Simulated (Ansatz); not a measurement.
**Geometry relaxation, with input and output: CoO (part 1 of 2)**

CoO (R3m, 4 atoms in the cell), computed with DFT PBEsol, scalar-relativistic, plane waves, PAW (Ansatz 0.2.0).

The structure derives from a Materials Project entry. The run did not end well.

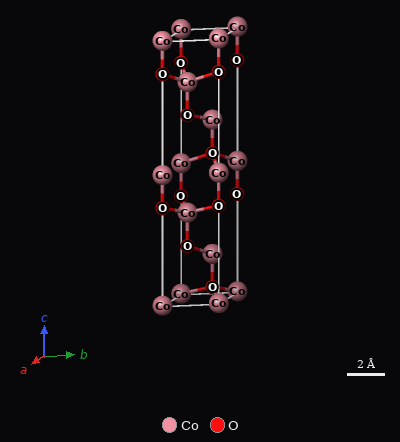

*The structure as given in the input (ball-and-stick view of the cell 3 times as large as that of the calculation, set on its symmetry axes, seen slightly off an axis). An atom can appear more than once, as a periodic image.*

Near neighbours in the periodic cell (some may lie outside the picture): Co has 4 O at 1.85 to 1.93 Å; O has 4 Co at 1.85 to 1.93 Å.

Input:
```yaml
crystal:
  lattice:
    - [1.5635421071, 0.9027114564, 4.935932311]
    - [-1.5635421071, 0.9027114564, 4.935932311]
    - [0.0, -1.8054229128, 4.935932311]
  atoms:
    - { symbol: Co, position: [1.0040470185, 1.0040470185, 1.0040470185], spin: -1.74 }
    - { symbol: Co, position: [0.4970357781, 0.4970357781, 0.4970357781], spin: 2.08 }
    - { symbol: O, position: [0.3718754505, 0.3718754505, 0.3718754505] }
    - { symbol: O, position: [0.8770411029, 0.8770411029, 0.8770411029], spin: 0.17 }
basis:
  ecutwfc: 420
kpoints:
  mp_grid: { grid: [18, 18, 18] }
hamiltonian:
  xc: pbesol
scf:
  occupations: { method: gaussian, width: 0.1 }
output:
  forces: true
  stress: true
  eigenvalues: true
  populations: true
  write_density: true
  write_potential: true
  elf: true
  volumetric_format: npy
magnetization:
  spin_polarized: true
relax:
  adjacent_minimum: "off"
  f_tol: 0.005
  max_steps: 80
  cell: { stress_tol: 0.05 }
```

Machine: 1 thread of Intel Xeon @ 2.50GHz (Skylake/Cascade Lake), 192 GiB of memory available, shared host.

Run as:
```bash
ansatz run input.yaml --threads 1 --pin off --max-ram 2560MiB --backend cpu --events-out ev --progress --plain --runs-dir out
```

What the program printed:
```
basis.fft_grid_basis auto: the FFT boxes are laid along the combinations [[1, -1, 0], [0, 1, 0], [0, -1, 1]] of the cell's own vectors, 3.127, 5.256 and 3.127 Å long. The dense box has 24×36×24 points. Along the cell's own vectors, as sized, it would have 36×36×36, 2.25 times as many. Of the 6 symmetry operations that the crystal satisfies within crystal.symmetry.tolerance (time reversal apart; of a slab, those that keep its plane) the dense box along the cell's own vectors carries 6, and the one as laid loses 4 of those. basis.fft_grid_basis: typed keeps the cell's own vectors: state it where this run's energies or levels are differenced outside the engine with another run's, or held beside a run that keeps those vectors. Those combinations have planes normal to reciprocal vector 3, as the cell's own vectors have. Each planar average written beside output.write_density, output.write_potential has a row for each plane of the box: 24. The volumetric files lie along those combinations, not along the cell's own vectors: a cube or XSF file states them, and fields.json those of NumPy files.
Engine: ansatz 0.2.0, x86_64-unknown-linux-gnu
Pseudopotentials: kind: paw
Pseudopotential: Co, paw, valence charge 17, recommended cutoff 420 eV (normal), Co.paw.azcp
Pseudopotential: O, paw, valence charge 6, recommended cutoff 420 eV (normal), O.paw.azcp
Functional definition: PBEsol
  exchange = pbesol_x
  correlation = pbesol_c
Crystal: 4 atoms, lattice volume = 41.800 Å³
Basis set: ecut = 420 eV, 821 PW (Γ), FFT grids on a1−a2, a2, −a2+a3, exchange–correlation on 48×72×48 points (8 copies of the dense FFT grid, shifted against one another)
Bands: 30, of which v1, the nominal top of the filled ones, is band 23 counted from 1 (22 counted from 0)
Symmetry: 6 space group operations
Space group: R3m (ITA 160), of the structure as read, at distance tolerance 3.5e-5 Å
Magnetic group: BNS 160.65 (UNI 1295), of the structure as read, at distance tolerance 3.5e-5 Å
k-points: 580 of 5832 (time reversal used)
Non-local potential: Co, projectors of the file, l = 0: 3, l = 1: 2, l = 2: 3, l = 3: 1
Non-local potential: O, projectors of the file, l = 0: 2, l = 1: 2, l = 2: 1
PAW form: soft (Blöchl's): semilocal exchange-correlation on the pseudo side does not see the compensation charge
PAW frozen core: Co, regenerated for the run's functional, and the local potential with it (the file was generated under x = pbe(κ = 0.804, μ = 0.2195149727645171), c = pbe(β = 0.06672455060314922))
PAW frozen core: O, regenerated for the run's functional, and the local potential with it (the file was generated under x = pbe(κ = 0.804, μ = 0.2195149727645171), c = pbe(β = 0.06672455060314922))
PAW one-centre angular grid: Co, 590 points (default); XC on 64 Gauss nodes
PAW one-centre angular grid: O, 110 points (default); XC on 64 Gauss nodes
Initial density: superposition of atomic densities (chi_scale 0.1, normalization cell, long waves kept (reshape's long-wave potential 0.05 eV rms))
Starting moments: Σ|m| = 3.99 μB on 3 of 4 sites
Initial wavefunctions: pseudopotential atomic-orbital guess
Functional: x = pbesol(κ = 0.804, μ = 0.12345679012345678), c = pbesol(β = 0.046)
SCF iter   1: F=—  HF=-11301.776584 eV  |F-HF|=—  |Δ(HF+E_count)|=         —  Δρ=9.62e-2 (↑8.79e-2 ↓9.62e-2)  dr2=1.02e1  dr2_m=2.41e-1  M=0.273 μB ∫|m|=3.884 μB  β_m=0.30  ethr=3.10e-3  ⟨swp⟩=5.4  Hψ=123625  notcnv=0
Mixer restart at iter 1: flushing history
preconditioner: auto → Kerker (q_TF=auto, 2.772 Å⁻¹)  [metal: Δε(μ)=0.000 eV  Ē_g=10.379 eV  σ=0.100 eV  W_gap=0.00  n_scr=16 (ndim 8)  ℏωp=31.5 eV  f_vac=0.000  D(μ)=4.52/eV (n_scr^D=60)]
spin=Collinear: Kerker preconditioning applied to the charge; magnetization (m = ρ↑ − ρ↓) channel mixes plain (no charge-response kernel on spin).
SCF iter   2: F=—  HF=-11303.117937 eV  |F-HF|=—  |Δ(HF+E_count)|=    1.34e0  Δρ=4.52e-2 (↑4.02e-2 ↓4.52e-2)  dr2=2.35e0  dr2_m=1.22e-1  M=0.276 μB ∫|m|=3.918 μB  β_m=0.41  ethr=3.10e-3  ⟨swp⟩=4.0  Hψ=79674  notcnv=0  defer=1945
SCF iter   3: F=—  HF=-11304.512229 eV  |F-HF|=—  |Δ(HF+E_count)|=    1.39e0  Δρ=2.12e-2 (↑2.12e-2 ↓2.01e-2)  dr2=4.81e-1  dr2_m=3.23e-2  M=0.335 μB ∫|m|=3.957 μB  β_m=0.59  ethr=3.10e-3  ⟨swp⟩=2.7  Hψ=61021  notcnv=0  defer=1957
SCF iter   4: F=—  HF=-11305.236247 eV  |F-HF|=—  |Δ(HF+E_count)|=   7.24e-1  Δρ=1.51e-2 (↑1.09e-2 ↓1.51e-2)  dr2=1.54e-1  dr2_m=1.05e-2  M=0.402 μB ∫|m|=4.031 μB  β_m=0.79  ethr=1.04e-3  ⟨swp⟩=2.1  Hψ=59242  notcnv=0  defer=2037
SCF iter   5: F=—  HF=-11305.294556 eV  |F-HF|=—  |Δ(HF+E_count)|=         —  Δρ=9.09e-3 (↑7.13e-3 ↓9.09e-3)  dr2=4.55e-2  dr2_m=1.24e-2  M=0.468 μB ∫|m|=4.127 μB  β_m=0.79  ethr=3.35e-4  ⟨swp⟩=2.0  Hψ=56753  notcnv=0  defer=2041
Mixer restart at iter 5: flushing history
SCF iter   6: F=—  HF=-11305.294668 eV  |F-HF|=—  |Δ(HF+E_count)|=   1.11e-4  Δρ=7.79e-3 (↑3.17e-3 ↓7.79e-3)  dr2=2.08e-2  dr2_m=5.69e-3  M=0.443 μB ∫|m|=4.174 μB  β_m=0.79  ethr=9.88e-5  ⟨swp⟩=2.0  Hψ=71951  notcnv=0  defer=2100
SCF iter   7: F=—  HF=-11305.292730 eV  |F-HF|=—  |Δ(HF+E_count)|=   1.94e-3  Δρ=3.92e-3 (↑3.92e-3 ↓3.57e-3)  dr2=1.36e-2  dr2_m=1.45e-4  M=0.447 μB ∫|m|=4.164 μB  β_m=0.71  ethr=4.51e-5  ⟨swp⟩=2.0  Hψ=71120  notcnv=0  defer=2126
SCF iter   8: F=—  HF=-11305.290472 eV  |F-HF|=—  |Δ(HF+E_count)|=   2.26e-3  Δρ=1.47e-3 (↑1.47e-3 ↓1.17e-3)  dr2=1.79e-3  dr2_m=4.22e-5  M=0.441 μB ∫|m|=4.172 μB  β_m=0.66  ethr=2.97e-5  ⟨swp⟩=2.1  Hψ=62713  notcnv=0  defer=2127
SCF iter   9: F=—  HF=-11305.290525 eV  |F-HF|=—  |Δ(HF+E_count)|=         —  Δρ=8.22e-4 (↑4.67e-4 ↓8.22e-4)  dr2=4.80e-4  dr2_m=2.63e-5  M=0.438 μB ∫|m|=4.174 μB  β_m=0.66  ethr=3.90e-6  ⟨swp⟩=2.3  Hψ=57801  notcnv=0  defer=2137
Mixer restart at iter 9: flushing history
SCF iter  10: F=—  HF=-11305.290605 eV  |F-HF|=—  |Δ(HF+E_count)|=   7.98e-5  Δρ=5.33e-4 (↑5.33e-4 ↓2.51e-4)  dr2=1.14e-4  dr2_m=1.82e-5  M=0.436 μB ∫|m|=4.172 μB  β_m=0.62  ethr=1.04e-6  ⟨swp⟩=2.0  Hψ=58578  notcnv=0  defer=2141
SCF iter  11: F=—  HF=-11305.290594 eV  |F-HF|=—  |Δ(HF+E_count)|=   1.06e-5  Δρ=2.50e-4 (↑1.53e-4 ↓2.50e-4)  dr2=6.39e-5  dr2_m=3.90e-6  M=0.436 μB ∫|m|=4.173 μB  β_m=0.74  ethr=2.48e-7  ⟨swp⟩=2.0  Hψ=58545  notcnv=0  defer=2140
SCF iter  12: F=—  HF=-11305.290640 eV  |F-HF|=—  |Δ(HF+E_count)|=   4.63e-5  Δρ=2.14e-4 (↑1.45e-4 ↓2.14e-4)  dr2=3.34e-5  dr2_m=1.72e-6  M=0.436 μB ∫|m|=4.173 μB  β_m=0.56  ethr=1.39e-7  ⟨swp⟩=2.0  Hψ=43304  notcnv=0  defer=2140
SCF iter  13: F=—  HF=-11305.290642 eV  |F-HF|=—  |Δ(HF+E_count)|=   2.08e-6  Δρ=5.97e-5 (↑4.51e-5 ↓5.97e-5)  dr2=3.82e-6  dr2_m=5.62e-8  M=0.436 μB ∫|m|=4.172 μB  β_m=0.78  ethr=7.27e-8  ⟨swp⟩=2.6  Hψ=51863  notcnv=0  defer=2141
SCF iter  14: F=—  HF=-11305.290643 eV  |F-HF|=—  |Δ(HF+E_count)|=   8.43e-7  Δρ=3.14e-5 (↑2.67e-5 ↓3.14e-5)  dr2=1.23e-6  dr2_m=9.31e-9  M=0.436 μB ∫|m|=4.173 μB  β_m=0.85  ethr=8.30e-9  ⟨swp⟩=2.4  Hψ=54166  notcnv=0  defer=2141
SCF iter  15: F=—  HF=-11305.290643 eV  |F-HF|=—  |Δ(HF+E_count)|=   5.74e-8  Δρ=1.30e-5 (↑1.08e-5 ↓1.30e-5)  dr2=1.99e-7  dr2_m=7.96e-9  M=0.436 μB ∫|m|=4.172 μB  β_m=0.93  ethr=2.67e-9  ⟨swp⟩=2.5  Hψ=54100  notcnv=0  defer=2141
SCF iter  16: F=—  HF=-11305.290643 eV  |F-HF|=—  |Δ(HF+E_count)|=  9.04e-10  Δρ=6.64e-6 (↑5.28e-6 ↓6.64e-6)  dr2=5.41e-8  dr2_m=6.34e-10  M=0.436 μB ∫|m|=4.172 μB  β_m=0.86  ethr=4.33e-10  ⟨swp⟩=1.4  Hψ=40407  notcnv=0  defer=2141
SCF iter  17: F=-11305.290643 eV  HF=-11305.290643 eV  |F-HF|=1.79e-8  |Δ(HF+E_count)|=   5.27e-9  Δρ=4.65e-6 (↑4.65e-6 ↓3.76e-6)  dr2=2.30e-8  dr2_m=4.07e-10  M=0.436 μB ∫|m|=4.172 μB  ethr=1.18e-10  ⟨swp⟩=11.3  Hψ=226487  notcnv=0
SCF 1 converged in 17 iterations: F = -11305.290643 eV  dr2 = 2.30e-8
  greatest PAW one-centre occupation: 1.003 electrons in one spin orbital (limit 2), on the Co atom at site 1 (counted from 0), in its partial waves of l = 1
relax step   1: F+E_penalty+E_count = -11305.29064332 eV  Δ(F+E_penalty+E_count) = +0.000e0 eV  max|allowed force component| = 4.442e-2 eV/Å  Δτ_max = 0.0000 Å  P = +0.097 GPa  Ω = 41.800 Å³  (17 SCF iters, dr2 threshold 1.00e-7 eV, accepted)
Crystal: 4 atoms, lattice volume = 41.812 Å³
Initial density: handed on by an earlier stage of this run
Starting moments: Σ|m| = 3.99 μB on 3 of 4 sites; this step starts from the density that it was given
Initial wavefunctions: those handed on with the density
iter 1 solved again at ethr=3.02e-8 eV; its pass at ethr=3.10e-3 eV (dr2=1.39e-5 eV) is discarded
SCF iter   1: F=—  HF=-11305.290641 eV  |F-HF|=—  |Δ(HF+E_count)|=         —  Δρ=2.38e-4 (↑2.38e-4 ↓2.25e-4)  dr2=1.42e-5  dr2_m=1.48e-5  M=0.434 μB ∫|m|=4.175 μB  β_m=0.65  ethr=3.02e-8  ⟨swp⟩=2.2  Hψ=149573  notcnv=0
preconditioner: auto → none  [metal: Δε(μ)=0.001 eV  Ē_g=10.733 eV  σ=0.100 eV  W_gap=0.00  n_scr=2 (ndim 8)  ℏωp=31.5 eV  f_vac=0.019  D(μ)=3.00/eV (n_scr^D=28)]
SCF iter   2: F=—  HF=-11305.290639 eV  |F-HF|=—  |Δ(HF+E_count)|=   1.17e-6  Δρ=1.33e-4 (↑1.33e-4 ↓4.13e-5)  dr2=1.02e-5  dr2_m=1.34e-6  M=0.434 μB ∫|m|=4.175 μB  β_m=0.46  ethr=3.02e-8  ⟨swp⟩=2.0  Hψ=59511  notcnv=0
SCF iter   3: F=—  HF=-11305.290640 eV  |F-HF|=—  |Δ(HF+E_count)|=   1.83e-7  Δρ=1.24e-4 (↑7.97e-5 ↓1.24e-4)  dr2=1.57e-6  dr2_m=3.37e-6  M=0.433 μB ∫|m|=4.176 μB  β_m=0.51  ethr=2.21e-8  ⟨swp⟩=2.0  Hψ=57489  notcnv=0
SCF iter   4: F=—  HF=-11305.290640 eV  |F-HF|=—  |Δ(HF+E_count)|=   3.58e-8  Δρ=5.17e-5 (↑5.17e-5 ↓1.85e-5)  dr2=8.54e-7  dr2_m=3.74e-7  M=0.433 μB ∫|m|=4.176 μB  β_m=0.48  ethr=3.41e-9  ⟨swp⟩=2.0  Hψ=57209  notcnv=0
SCF iter   5: F=—  HF=-11305.290640 eV  |F-HF|=—  |Δ(HF+E_count)|=   4.02e-9  Δρ=2.88e-5 (↑2.88e-5 ↓2.51e-5)  dr2=8.11e-8  dr2_m=2.40e-7  M=0.433 μB ∫|m|=4.176 μB  β_m=0.64  ethr=1.86e-9  ⟨swp⟩=2.0  Hψ=49711  notcnv=0
SCF iter   6: F=—  HF=-11305.290640 eV  |F-HF|=—  |Δ(HF+E_count)|=   1.17e-7  Δρ=1.90e-5 (↑1.22e-5 ↓1.90e-5)  dr2=1.28e-7  dr2_m=4.66e-8  M=0.433 μB ∫|m|=4.177 μB  β_m=0.58  ethr=1.76e-10  ⟨swp⟩=2.0  Hψ=61127  notcnv=0
SCF iter   7: F=-11305.290640 eV  HF=-11305.290640 eV  |F-HF|=3.65e-8  |Δ(HF+E_count)|=   2.97e-8  Δρ=5.81e-6 (↑5.76e-6 ↓5.81e-6)  dr2=4.07e-8  dr2_m=2.85e-9  M=0.432 μB ∫|m|=4.177 μB  ethr=1.76e-10  ⟨swp⟩=5.3  Hψ=198505  notcnv=0
SCF 2 converged in 7 iterations: F = -11305.290640 eV  dr2 = 4.07e-8
relax step   2: F+E_penalty+E_count = -11305.29063965 eV  Δ(F+E_penalty+E_count) = +3.675e-6 eV  max|allowed force component| = 3.901e-2 eV/Å  Δτ_max = 0.0008 Å  P = +0.075 GPa  Ω = 41.812 Å³  energy of the carried Pulay correction = -5.592e-5 eV  (7 SCF iters, dr2 threshold 1.23e-7 eV, accepted)
Crystal: 4 atoms, lattice volume = 41.856 Å³
iter 1 solved again at ethr=2.94e-6 eV; its pass at ethr=3.10e-3 eV (dr2=1.35e-3 eV) is discarded
SCF iter   1: F=—  HF=-11305.290792 eV  |F-HF|=—  |Δ(HF+E_count)|=         —  Δρ=2.03e-3 (↑2.03e-3 ↓2.00e-3)  dr2=1.36e-3  dr2_m=1.11e-3  M=0.412 μB ∫|m|=4.197 μB  β_m=0.65  ethr=2.94e-6  ⟨swp⟩=1.1  Hψ=124136  notcnv=0
preconditioner: auto → none  [metal: Δε(μ)=0.003 eV  Ē_g=10.727 eV  σ=0.100 eV  W_gap=0.02  n_scr=2 (ndim 8)  ℏωp=31.4 eV  f_vac=0.019  D(μ)=3.01/eV (n_scr^D=28)]
SCF iter   2: F=—  HF=-11305.290656 eV  |F-HF|=—  |Δ(HF+E_count)|=   1.37e-4  Δρ=1.22e-3 (↑1.22e-3 ↓5.50e-4)  dr2=1.16e-3  dr2_m=8.75e-5  M=0.415 μB ∫|m|=4.196 μB  β_m=0.42  ethr=2.94e-6  ⟨swp⟩=2.2  Hψ=51051  notcnv=0
SCF iter   3: F=—  HF=-11305.290612 eV  |F-HF|=—  |Δ(HF+E_count)|=   4.41e-5  Δρ=9.97e-4 (↑7.85e-4 ↓9.97e-4)  dr2=8.82e-5  dr2_m=2.53e-4  M=0.409 μB ∫|m|=4.201 μB  β_m=0.51  ethr=2.53e-6  ⟨swp⟩=2.0  Hψ=49714  notcnv=0
SCF iter   4: F=—  HF=-11305.290625 eV  |F-HF|=—  |Δ(HF+E_count)|=   1.37e-5  Δρ=5.39e-4 (↑5.39e-4 ↓2.55e-4)  dr2=1.08e-4  dr2_m=4.47e-5  M=0.409 μB ∫|m|=4.203 μB  β_m=0.46  ethr=1.92e-7  ⟨swp⟩=2.0  Hψ=59043  notcnv=0
SCF iter   5: F=—  HF=-11305.290617 eV  |F-HF|=—  |Δ(HF+E_count)|=   8.74e-6  Δρ=2.25e-4 (↑2.25e-4 ↓1.85e-4)  dr2=4.02e-6  dr2_m=1.49e-5  M=0.405 μB ∫|m|=4.206 μB  β_m=0.62  ethr=1.92e-7  ⟨swp⟩=2.0  Hψ=49912  notcnv=0
SCF iter   6: F=—  HF=-11305.290623 eV  |F-HF|=—  |Δ(HF+E_count)|=   6.59e-6  Δρ=1.36e-4 (↑9.45e-5 ↓1.36e-4)  dr2=6.25e-6  dr2_m=2.95e-6  M=0.404 μB ∫|m|=4.208 μB  β_m=0.57  ethr=8.75e-9  ⟨swp⟩=2.0  Hψ=61214  notcnv=0
SCF iter   7: F=—  HF=-11305.290622 eV  |F-HF|=—  |Δ(HF+E_count)|=   9.63e-7  Δρ=3.39e-5 (↑3.39e-5 ↓3.11e-5)  dr2=2.21e-7  dr2_m=3.09e-7  M=0.402 μB ∫|m|=4.209 μB  β_m=0.66  ethr=8.75e-9  ⟨swp⟩=2.0  Hψ=53280  notcnv=0
SCF iter   8: F=—  HF=-11305.290622 eV  |F-HF|=—  |Δ(HF+E_count)|=   1.77e-7  Δρ=9.98e-6 (↑9.98e-6 ↓7.47e-6)  dr2=5.91e-8  dr2_m=7.84e-9  M=0.402 μB ∫|m|=4.209 μB  β_m=0.62  ethr=4.80e-10  ⟨swp⟩=2.1  Hψ=55289  notcnv=0
SCF iter   9: F=—  HF=-11305.290622 eV  |F-HF|=—  |Δ(HF+E_count)|=   9.15e-9  Δρ=1.15e-5 (↑7.96e-6 ↓1.15e-5)  dr2=1.17e-7  dr2_m=4.94e-9  M=0.402 μB ∫|m|=4.209 μB  β_m=0.61  ethr=1.29e-10  ⟨swp⟩=2.3  Hψ=58156  notcnv=0
SCF iter  10: F=-11305.290622 eV  HF=-11305.290622 eV  |F-HF|=4.18e-9  |Δ(HF+E_count)|=   8.19e-9  Δρ=3.57e-6 (↑3.57e-6 ↓1.98e-6)  dr2=5.23e-9  dr2_m=1.74e-9  M=0.402 μB ∫|m|=4.209 μB  ethr=1.29e-10  ⟨swp⟩=6.0  Hψ=187971  notcnv=0
SCF 3 converged in 10 iterations: F = -11305.290622 eV  dr2 = 5.23e-9
relax step   3: F+E_penalty+E_count = -11305.29062234 eV  Δ(F+E_penalty+E_count) = +1.731e-5 eV  max|allowed force component| = 1.477e-2 eV/Å  Δτ_max = 0.0068 Å  P = +0.137 GPa  Ω = 41.856 Å³  energy of the carried Pulay correction = -2.627e-4 eV  (10 SCF iters, dr2 threshold 9.51e-8 eV, accepted)
Crystal: 4 atoms, lattice volume = 41.981 Å³
iter 1 solved again at ethr=5.01e-7 eV; its pass at ethr=3.10e-3 eV (dr2=2.30e-4 eV) is discarded
```
